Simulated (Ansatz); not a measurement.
# Run report: I, band-structure calculation

System: I (1 atom in the cell).
Method: DFT, PBE, PAW with Ansatz's default frozen-core files, scalar-relativistic, no spin polarisation (Ansatz 0.2.0).

It belongs to a series of runs on one base structure; here: volume scaled by 1, PAW files.

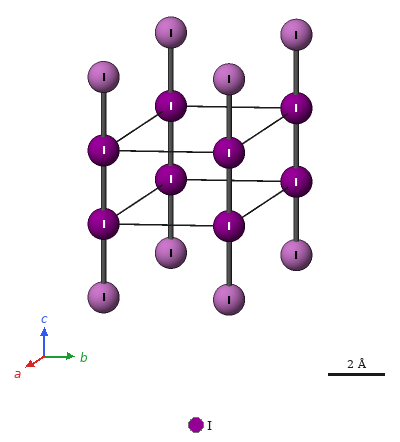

**Figure 1.** The input geometry (ball-and-stick view of the cell of the calculation, seen at an oblique angle; neighbours outside the cell are drawn fainter). An atom can appear more than once, as a periodic image.

### Key numbers

```json
{"quantity": "outcome", "value": "converged"}
{"quantity": "space group (tolerance 0.01 Å)", "value": "P6/mmm (191)"}
{"quantity": "electrons treated", "value": "17"}
{"quantity": "free energy", "value": "−7512.8442 eV"}
{"quantity": "Fermi energy", "value": "2.792 eV"}
{"quantity": "pressure", "value": "0.00 GPa"}
{"quantity": "electronic character", "value": "metal"}
{"quantity": "largest force (length of the vector)", "value": "under 0.001 eV/Å"}
{"quantity": "hardware", "value": "1 thread of Arm Neoverse V1, 112 GiB of memory available, shared host"}
{"quantity": "wall time", "value": "7.9 s"}
{"quantity": "peak memory", "value": "0.36 GiB"}
```

### Remarks

The cell holds an odd number of electrons but the run has no spin polarisation, so a band is left half filled.

### Input file
```yaml
crystal:
  lattice:
    - [4.547481367, 0.0, 0.0]
    - [-2.2737406835, 3.9382343871, 0.0]
    - [0.0, 0.0, 2.9296136578]
  atoms:
    - { symbol: I, position: [0.0, 0.0, 0.0] }
kpoints:
  mp_grid: { grid: [12, 12, 12] }
  band_path:
    path:
      - [0.0, 0.0, 0.0]
      - [0.5, 0.0, 0.0]
      - [0.3333333333, 0.3333333333, 0.0]
      - [0.0, 0.0, 0.0]
      - [0.0, 0.0, 0.5]
      - [0.5, 0.0, 0.5]
      - [0.3333333333, 0.3333333333, 0.5]
      - [0.0, 0.0, 0.5]
      - [0.5, 0.0, 0.5]
    npoints: 8
scf:
  occupations: { method: fermi_dirac, width: 0.08 }
hamiltonian:
  xc: pbe
  pseudopotentials: { kind: paw }
output:
  forces: true
  stress: true
  eigenvalues: true
  populations: true
  dos: { projected: true, de: 0.2, e_range: [-14, 8] }
  write_density: true
  write_potential: true
  elf: true
  volumetric_format: npy
```

Command:
```bash
ansatz run input.yaml --threads 1 --pin off --max-ram 2048MiB --backend cpu --events-out ev --progress --plain --runs-dir out
```

### Log
```
Engine: ansatz 0.2.0, aarch64-unknown-linux-gnu
Pseudopotentials: kind: paw
Pseudopotential: I, paw, valence charge 17, recommended cutoff 420 eV (normal), I.paw.azcp
Functional definition: PBE
  parameter kappa = 0.804
  parameter beta = 0.06672455060314922
  exchange = pbe_x(kappa = kappa, mu = beta*pi^2/3)
  correlation = pbe_c(beta = beta)
Crystal: 1 atoms, lattice volume = 52.467 Å³
Basis set: ecut = 420 eV, 1023 PW (Γ), exchange–correlation on 64×64×40 points (8 copies of the dense FFT grid, shifted against one another)
Bands: 13, of which v1, the nominal top of the filled ones, is band 9 counted from 1 (8 counted from 0)
Symmetry: 24 space group operations
Space group: P6/mmm (ITA 191), of the structure as read, at distance tolerance 3.7e-5 Å
k-points: 133 of 1728
Non-local potential: I, projectors of the file, l = 0: 2, l = 1: 2, l = 2: 2, l = 3: 2
PAW form: soft (Blöchl's): semilocal exchange-correlation on the pseudo side does not see the compensation charge
PAW one-centre angular grid: I, 590 points (default); XC on 64 Gauss nodes
Initial density: superposition of atomic densities (neutral atoms: chi_scale 0, normalization atom), corrected by the library's trained network
Initial wavefunctions: pseudopotential atomic-orbital guess
Functional: x = pbe(κ = 0.804, μ = 0.2195149727645171), c = pbe(β = 0.06672455060314922)
SCF iter   1: F=—  HF=-7512.844772 eV  |F-HF|=—  |Δ(HF+E_count)|=         —  Δρ=1.58e-3  dr2=2.40e-3  ethr=1.77e-3  ⟨swp⟩=6.2  Hψ=11742  notcnv=0
preconditioner: auto → LDOS  [metal: Δε(μ)=0.012 eV  Ē_g=12.703 eV  σ=0.080 eV  W_gap=0.04  n_scr=8 (ndim 8)  ℏωp=13.6 eV  f_vac=0.248  D(μ)=0.89/eV (n_scr^D=6)  β→1.0]
SCF iter   2: F=—  HF=-7512.844285 eV  |F-HF|=—  |Δ(HF+E_count)|=   4.87e-4  Δρ=8.00e-4  dr2=3.39e-4  ethr=1.41e-5  ⟨swp⟩=2.3  Hψ=4015  notcnv=0  defer=35
SCF iter   3: F=—  HF=-7512.844176 eV  |F-HF|=—  |Δ(HF+E_count)|=   1.09e-4  Δρ=1.08e-4  dr2=5.20e-6  ethr=2.00e-6  ⟨swp⟩=2.0  Hψ=2143  notcnv=0  defer=35
SCF iter   4: F=—  HF=-7512.844177 eV  |F-HF|=—  |Δ(HF+E_count)|=   6.68e-7  Δρ=1.72e-5  dr2=2.03e-7  ethr=3.06e-8  ⟨swp⟩=2.0  Hψ=2189  notcnv=0  defer=35
iter 5 did not close the SCF: its close was put off for the readings that it lacked (scf_convergence_deferred on its scf_iter line)
SCF iter   5: F=-7512.844177 eV  HF=-7512.844177 eV  |F-HF|=7.28e-9  |Δ(HF+E_count)|=   1.06e-8  Δρ=4.13e-6  dr2=7.69e-9  ethr=1.20e-9  ⟨swp⟩=2.8  Hψ=2866  notcnv=0  defer=35
SCF iter   6: F=-7512.844177 eV  HF=-7512.844177 eV  |F-HF|=2.57e-10  |Δ(HF+E_count)|=   3.47e-9  Δρ=1.15e-6  dr2=4.75e-10  ethr=4.52e-11  ⟨swp⟩=7.8  Hψ=11436  notcnv=0
SCF 1 converged in 6 iterations: F = -7512.844177 eV  dr2 = 4.75e-10
  greatest PAW one-centre occupation: 0.999 electrons in one spin orbital (limit 2), on the I atom at site 0 (counted from 0), in its partial waves of l = 2
NSCF: frozen V_eff on 65 k-points
SCF converged after 6 iterations
Free energy (F): -7512.844177 eV
Harris-Foulkes:  -7512.844177 eV  (|F-HF|=2.57e-10)
Internal energy: -7512.826124 eV  (E = F + TS)
E sigma→0 (E₀):  -7512.835151 eV
Entropy (-TS):   -0.018052 eV (-18.052 meV/atom)
Fermi energy:    2.792278 eV
--- Per-component energies (eV) ---
  E_band       = -432.705357
  E_kinetic    = 187.979018
  E_local      = -2309.278755  (includes V_loc(G=0)·N_el)
  E_nonlocal   = -91.851159
  E_hartree    = 1161.051785
  E_xc         = -127.441547
  E_vxc        = -127.660775  (∫ρ·V_xc dr)
  E_paw        = -4814.792240  (= ΣΔE_a)
  E_vpaw       = -413.996251  (= ΣTr[D̂ρ^β])
  E_aug_tail   = -0.000006  (compensation charges beyond the density's cutoff)
  E_ewald      = -1518.493220
  E_smearing   = -0.018052  (= −TS)
  E_closure    = 0.000000  (closes the sum)
  Σ components = -7512.844177   (vs F -7512.844177, Δ=0.00e0)
--- Forces (eV/Å), atoms counted from 1 ---
  atom   1  I     -0.00000000    -0.00000000     0.00000000
  max |Σ_I F_I| component: 4.93e-32 eV/Å
--- Stress (GPa, compression-positive) ---
        0.000416      -0.000000       0.000000
       -0.000000       0.000416       0.000000
        0.000000       0.000000      -0.001158
  P = ⅓ Tr σ = -0.0001 GPa (-0.001 kbar)
--- Band table (eV; the first three rows and the last of 133) ---
  k-point 0: bands = ["-42.1002", "-41.9444", "-41.9444", "-41.6635", "-41.6635", "-10.4267", "1.1113", "1.1113", "6.3549", "7.0674", "10.6267", "10.6267", "13.0331"]
  k-point 1: bands = ["-42.0945", "-41.9459", "-41.9459", "-41.6634", "-41.6634", "-10.3197", "1.2093", "1.2093", "5.3250", "7.1841", "10.7365", "10.7365", "13.3840"]
  k-point 2: bands = ["-42.0787", "-41.9499", "-41.9499", "-41.6631", "-41.6631", "-10.0036", "1.4928", "1.4928", "3.3100", "7.5307", "11.0645", "11.0645", "13.7368"]
  k-point 132: bands = ["-42.0140", "-41.9664", "-41.9664", "-41.6616", "-41.6616", "-7.7907", "-2.3501", "2.2806", "2.2806", "8.7425", "8.7425", "13.5848", "13.5848"]
--- Löwdin populations: 1 site ---
  site symbol       q [e]
     0      I     16.9644
  spilling = 0.002097 (of n_electrons = 17.000000)
```

### File dos.tsv
```
# E-E_F[eV]	g_bin_mean(E)[states/eV]	N(E)
# format = ansatz-dos/2
# fermi_ev = 2.792278
# fermi_mp_grid = 12 12 12
# fermi_mp_shift = 0 0 0
# tetrahedron_fermi_ev = 2.706883
# g_bin_mean(E): the states in a bin one row spacing wide, centred on E, divided by that spacing. States that the method places at a single energy (under output.dos.method: tetrahedron, those of a tetrahedron whose four corners have one energy) are counted whole in the row whose bin holds that energy (on the edge of two bins, in the lower row). The sum of g_bin_mean over a run of rows, times the row spacing, is the number of states from half a spacing under the first of them to half a spacing over the last (a plain sum, not the trapezoid rule).
-14.000000	0.000000e0	1.000000e1
-13.800000	0.000000e0	1.000000e1
-13.600000	0.000000e0	1.000000e1
-13.400000	0.000000e0	1.000000e1
-13.200000	3.645437e-1	1.000120e1
-13.000000	1.855587e0	1.030644e1
-12.800000	1.028176e0	1.054965e1
-12.600000	7.108069e-1	1.072568e1
-12.400000	6.614426e-1	1.085797e1
-12.200000	6.025284e-1	1.098849e1
-12.000000	5.232916e-1	1.109695e1
-11.800000	5.232932e-1	1.120160e1
-11.600000	5.260657e-1	1.130631e1
-11.400000	5.348938e-1	1.141264e1
-11.200000	5.349012e-1	1.151962e1
-11.000000	6.269048e-1	1.162720e1
-10.800000	1.123916e0	1.181043e1
-10.600000	3.836493e-1	1.199823e1
-10.400000	0.000000e0	1.200000e1
-10.200000	0.000000e0	1.200000e1
-10.000000	0.000000e0	1.200000e1
-9.800000	0.000000e0	1.200000e1
-9.600000	0.000000e0	1.200000e1
-9.400000	0.000000e0	1.200000e1
-9.200000	0.000000e0	1.200000e1
-9.000000	0.000000e0	1.200000e1
-8.800000	0.000000e0	1.200000e1
-8.600000	0.000000e0	1.200000e1
-8.400000	0.000000e0	1.200000e1
-8.200000	0.000000e0	1.200000e1
-8.000000	0.000000e0	1.200000e1
-7.800000	0.000000e0	1.200000e1
-7.600000	0.000000e0	1.200000e1
-7.400000	0.000000e0	1.200000e1
-7.200000	0.000000e0	1.200000e1
-7.000000	0.000000e0	1.200000e1
-6.800000	0.000000e0	1.200000e1
-6.600000	0.000000e0	1.200000e1
-6.400000	0.000000e0	1.200000e1
-6.200000	0.000000e0	1.200000e1
-6.000000	0.000000e0	1.200000e1
-5.800000	0.000000e0	1.200000e1
-5.600000	0.000000e0	1.200000e1
-5.400000	2.083883e-3	1.200000e1
-5.200000	3.198939e-1	1.201397e1
-5.000000	6.151696e-1	1.212591e1
-4.800000	5.986500e-1	1.224895e1
-4.600000	3.291209e-1	1.234863e1
-4.400000	2.435007e-1	1.239733e1
-4.200000	2.435008e-1	1.244603e1
-4.000000	2.435009e-1	1.249473e1
-3.800000	2.435011e-1	1.254343e1
-3.600000	2.435012e-1	1.259213e1
-3.400000	2.382722e-1	1.264083e1
-3.200000	2.329387e-1	1.268717e1
-3.000000	4.240852e-1	1.273534e1
-2.800000	1.161891e0	1.289763e1
-2.600000	1.168804e0	1.314499e1
-2.400000	1.217072e0	1.338027e1
-2.200000	1.430083e0	1.364000e1
-2.000000	1.737821e0	1.395403e1
-1.800000	1.696347e0	1.430867e1
-1.600000	1.770338e0	1.463984e1
-1.400000	2.221285e0	1.513595e1
-1.200000	1.145577e0	1.538718e1
-1.000000	1.417259e0	1.563603e1
-0.800000	1.831383e0	1.597063e1
-0.600000	1.479938e0	1.631441e1
-0.400000	1.322457e0	1.658405e1
-0.200000	1.324991e0	1.684540e1
0.000000	1.075357e0	1.710573e1
0.200000	3.870571e-1	1.724941e1
0.400000	1.870683e-1	1.729178e1
0.600000	1.749767e-1	1.732864e1
0.800000	1.666997e-1	1.736215e1
1.000000	1.666999e-1	1.739549e1
1.200000	1.667000e-1	1.742883e1
1.400000	1.667002e-1	1.746217e1
1.600000	1.667004e-1	1.749551e1
1.800000	1.667006e-1	1.752886e1
2.000000	1.667009e-1	1.756220e1
2.200000	1.667011e-1	1.759554e1
2.400000	1.667013e-1	1.762888e1
2.600000	2.259843e-1	1.766341e1
2.800000	3.290598e-1	1.772365e1
3.000000	3.290625e-1	1.778946e1
3.200000	3.290653e-1	1.785527e1
3.400000	3.290681e-1	1.792109e1
3.600000	2.300310e-1	1.798606e1
3.800000	0.000000e0	1.800000e1
4.000000	0.000000e0	1.800000e1
4.200000	3.750963e-5	1.800000e1
4.400000	2.530021e-2	1.800095e1
4.600000	6.553960e-2	1.801108e1
4.800000	9.660918e-2	1.802702e1
5.000000	1.247781e-1	1.804925e1
5.200000	1.612435e-1	1.807753e1
5.400000	3.812094e-1	1.811875e1
5.600000	9.012463e-1	1.825390e1
5.800000	1.084772e0	1.845752e1
6.000000	1.079853e0	1.867790e1
6.200000	1.032582e0	1.888706e1
6.400000	1.070962e0	1.909507e1
6.600000	1.232223e0	1.932179e1
6.800000	1.467608e0	1.959188e1
7.000000	1.270500e0	1.987511e1
7.200000	1.195656e0	2.011579e1
7.400000	1.334967e0	2.036624e1
7.600000	1.512189e0	2.065317e1
7.800000	1.717693e0	2.097853e1
8.000000	1.518235e0	2.131144e1
```

### File populations.tsv
```
# site	symbol	l	j	q
# orbitals = lowdin
# n_electrons = 17.000000
# spilling = 0.002097
0	I	0_5S	-	1.974158
0	I	1_5P	-	4.990374
0	I	2_4D	-	9.999822
```

### File rho_z.tsv
```
# z_ang	rho[e/angstrom^3]
# format = ansatz-planar-average/11
# lattice	4.547481367	0.000000000	0.000000000
# lattice	-2.273740684	3.938234387	0.000000000
# lattice	0.000000000	0.000000000	2.929613658
# sites	1
# site	53	0.000000000	0.000000000	0.000000000
0.000000	9.228369e-1
0.146481	8.513785e-1
0.292961	6.650382e-1
0.439442	4.400477e-1
0.585923	2.655616e-1
0.732403	1.742298e-1
0.878884	1.273321e-1
1.025365	9.419593e-2
1.171845	7.249980e-2
1.318326	6.022673e-2
1.464807	5.645689e-2
1.611288	6.022673e-2
1.757768	7.249980e-2
1.904249	9.419593e-2
2.050730	1.273321e-1
2.197210	1.742298e-1
2.343691	2.655616e-1
2.490172	4.400477e-1
2.636652	6.650382e-1
2.783133	8.513785e-1
```

### File v_z.tsv
```
# z_ang	v_es[eV]	v_tot[eV]
# format = ansatz-planar-average/11
# xc	pbe
# density_cutoff_ev	1680
# datasets	I=:simpson_from_first_knot:soft
# lattice	4.547481367	0.000000000	0.000000000
# lattice	-2.273740684	3.938234387	0.000000000
# lattice	0.000000000	0.000000000	2.929613658
# sites	1
# site	53	0.000000000	0.000000000	0.000000000
0.000000	3.916319e0	-5.133146e0
0.146481	3.790920e0	-5.185760e0
0.292961	3.523726e0	-5.218902e0
0.439442	3.362563e0	-4.985933e0
0.585923	3.538402e0	-4.270899e0
0.732403	4.155093e0	-3.036420e0
0.878884	5.116265e0	-1.447098e0
1.025365	6.111847e0	1.417003e-1
1.171845	6.815429e0	1.359725e0
1.318326	7.173642e0	2.030487e0
1.464807	7.284683e0	2.216158e0
1.611288	7.173642e0	2.030487e0
1.757768	6.815429e0	1.359725e0
1.904249	6.111847e0	1.417003e-1
2.050730	5.116265e0	-1.447098e0
2.197210	4.155093e0	-3.036420e0
2.343691	3.538402e0	-4.270899e0
2.490172	3.362563e0	-4.985933e0
2.636652	3.523726e0	-5.218902e0
2.783133	3.790920e0	-5.185760e0
```

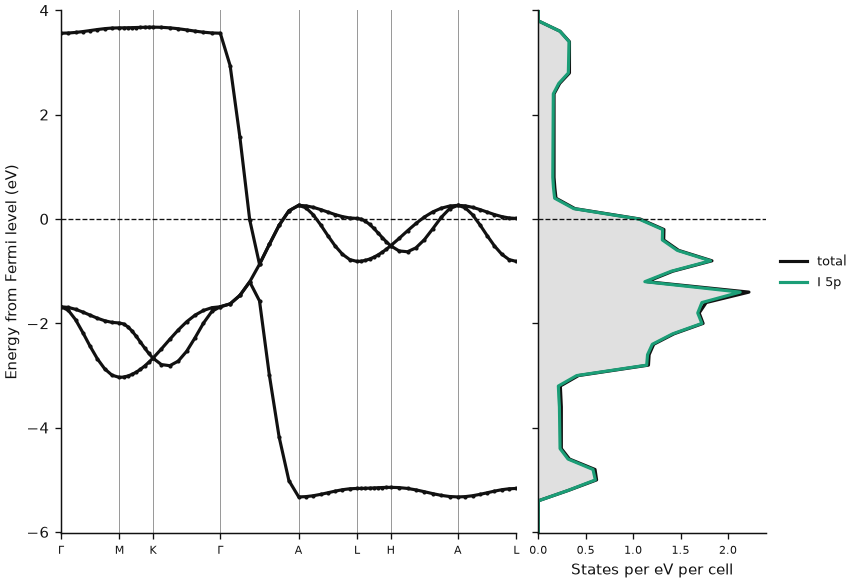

**Figure 2.** Band structure along Γ–M–K–Γ–A–L–H–A–L and density of states (projected on Löwdin-orthogonalised atomic shells), with energies from the Fermi level. Bands cross the Fermi level: a metal at this level of theory.

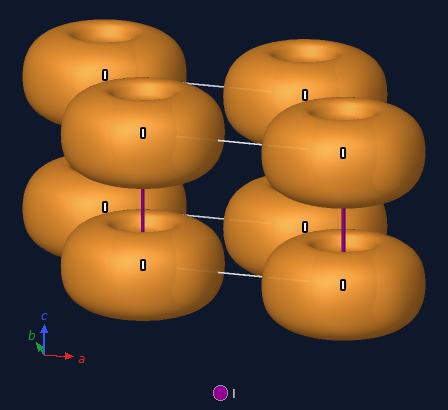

**Figure 3.** Isosurface of the ELF at 0.6 (orange), seen slightly off an axis. Only the valence region is drawn (cores and ρ < 0.01 e/Å³ removed). Sticks mark near contacts. The outline is the cell set on symmetry axes. Profiles from the grid: I–I (2.93 Å): the ELF is about 0.45 at the midpoint. The fields are those of the smooth PAW valence density.

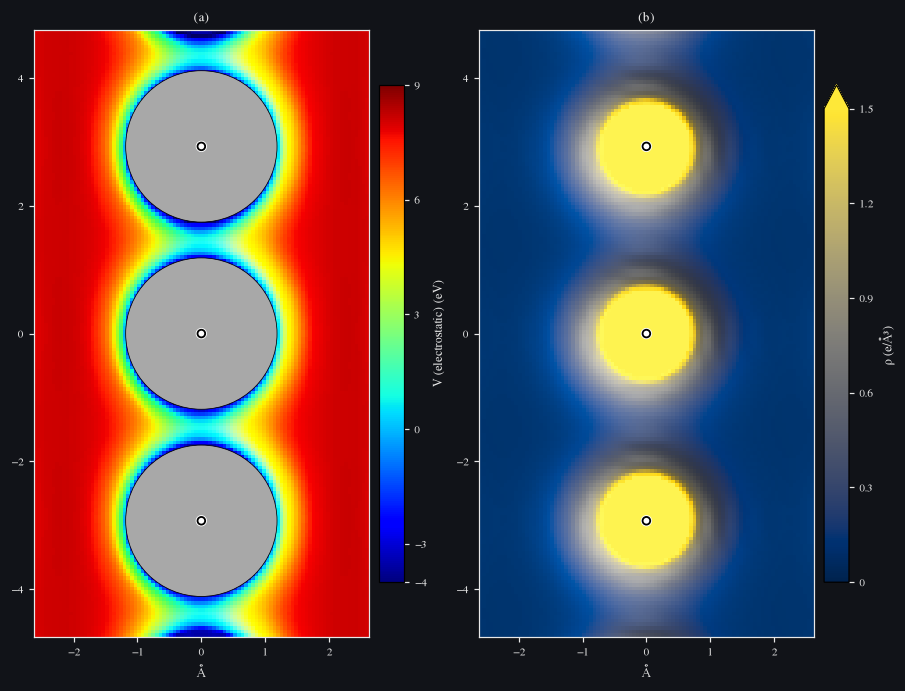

**Figure 4.** (a) electrostatic potential energy of an electron; (b) valence charge density (pseudo) on the (100) plane of the conventional cell. Circles mark the nuclei in the plane (I). Grey discs, where drawn, cover atomic cores. The section cuts through I sites. I–I (2.93 Å): the density is about 0.33 e/Å³ at the midpoint. Away from the nuclei the density in this plane falls to 0.009 e/Å³ at its lowest. Outside the cores the potential energy rises away from the atoms and is highest about 2.3 Å from the nearest atoms; outside the discs it spans about 12 eV, and its zero is arbitrary.

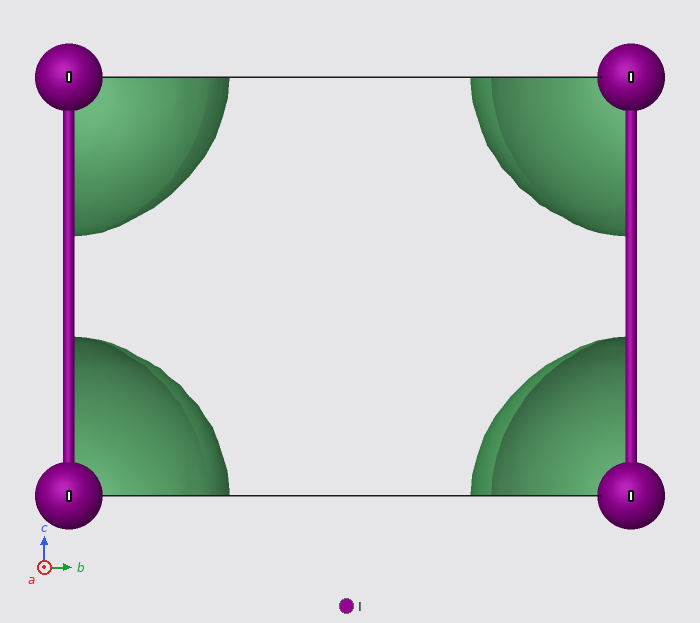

**Figure 5.** Isosurface of the valence pseudo-density at 0.5 e/Å³ (green), seen along the a axis. Sticks mark near contacts. The outline is the cell set on symmetry axes. At this value the density breaks into separate islands; it holds about 75 % of the electrons treated as valence. It is pinched off along the I–I (2.93 Å) contacts. On the grid the lowest density along these lines, outside the cores, is 0.33 e/Å³ (I–I, 2.93 Å).
